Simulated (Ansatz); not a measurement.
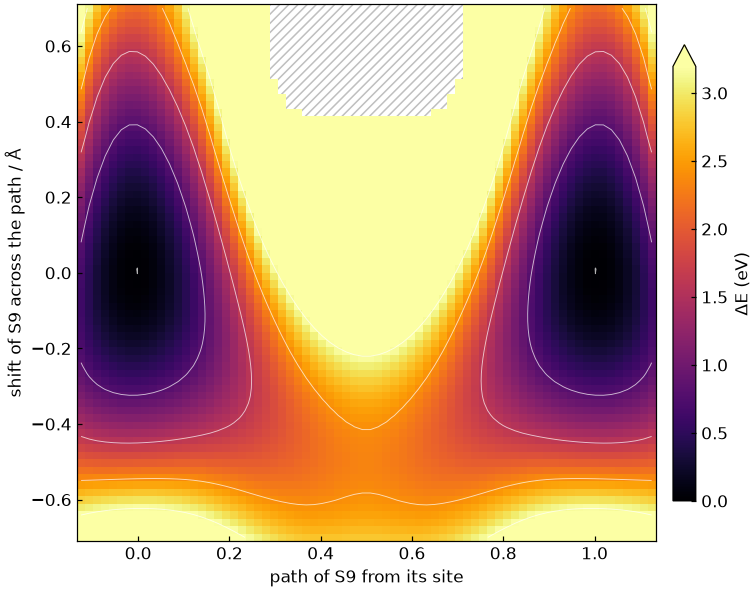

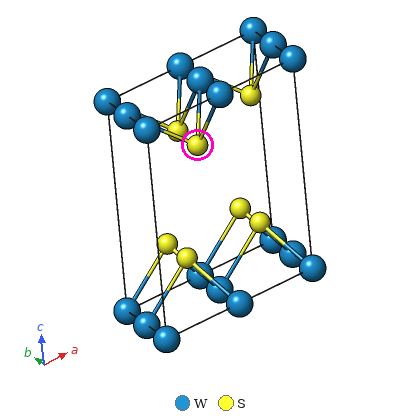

Energy landscape of WS₂ (R3m phase) with one S vacancy (11 atoms in the cell, cell charge +2). An atom moved over a plane that holds its own site and a neighbouring vacancy (x along [0 −1 0], y along [2 1 0], z along [0 0 1] of the conventional cell). First axis: path of S9 from its site (0) to the vacancy (1), 3.100 Å. Second axis: shift of S9 across the path, along the Cartesian direction [1 2 0]. Nothing is relaxed (all other atoms held at the sites of the perfect crystal). The scan uses an 11 × 9 grid; 41 points were computed and 52 follow by symmetry. At 6 points there is no value (left out of the scan, as a rule where atoms come close). Points are written as (first, second). Energies are in eV per cell, from the lowest grid point. The cell is charged on a uniform background, without a charge correction. Computed with DFT LDA+D3(BJ), scalar-relativistic, plane waves, PAW (Ansatz 0.2.0). Settings: cutoff 420 eV, k-mesh 6×6×6, gaussian smearing 0.05 eV, no spin polarisation.

In the figure: a smooth colour map with a few white contour lines, one colour for all values above the top of the scale, hatched blanks where no value was computed. Between grid points the surface is interpolated. The second picture is the structure at the lowest point; rings mark the moved atoms.

Where are the wells?

Answer. The lowest grid point is at (0.000, 0.000 Å) [nearest 3 W at 2.38 Å]; the map holds 2 wells of about this depth. No other kind of well shows on this grid. The highest grid point, (0.500, 0.350 Å) [nearest 1 W at 1.66 Å], lies 10.20 eV above the lowest. On the interpolated surface the easiest way out of the lowest well to a well of about the same depth near (1.000, 0.000 Å) [nearest 3 W at 2.38 Å] passes a barrier of about 2.3 eV.

Grid values (eV):

```csv
"second ↓, first →",−0.125,0.000,0.125,0.250,0.375,0.500,0.625,0.750,0.875,1.000,1.125
0.700,3.53,2.14,3.53,7.43,–,–,–,7.43,3.53,2.14,3.53
0.525,2.61,1.34,2.61,6.13,–,–,–,6.13,2.61,1.34,2.61
0.350,1.74,0.66,1.74,4.70,8.38,10.20,8.38,4.70,1.74,0.66,1.74
0.175,1.05,0.18,1.05,3.37,6.15,7.51,6.15,3.37,1.05,0.18,1.05
0.000,0.66,0.00,0.66,2.33,4.26,5.20,4.26,2.33,0.66,0.00,0.66
−0.175,0.68,0.23,0.68,1.72,2.93,3.52,2.93,1.72,0.68,0.23,0.68
−0.350,1.18,0.94,1.18,1.64,2.24,2.57,2.24,1.64,1.18,0.94,1.18
−0.525,2.21,2.22,2.21,2.12,2.19,2.33,2.19,2.12,2.21,2.22,2.21
−0.700,3.79,4.09,3.79,3.12,2.76,2.78,2.76,3.12,3.79,4.09,3.79
```

Each point was launched as `ansatz run input.yaml --threads 4 --pin off --max-ram 8192MiB --backend cpu --events-out ev --progress --plain --runs-dir out`. Time for the 41 points that were run: 20 min on 4 threads of Intel(R) Xeon(R) Platinum 8259CL CPU @ 2.50GHz (Skylake/Cascade Lake) (shared host).

PAW datasets: the set soft_1.
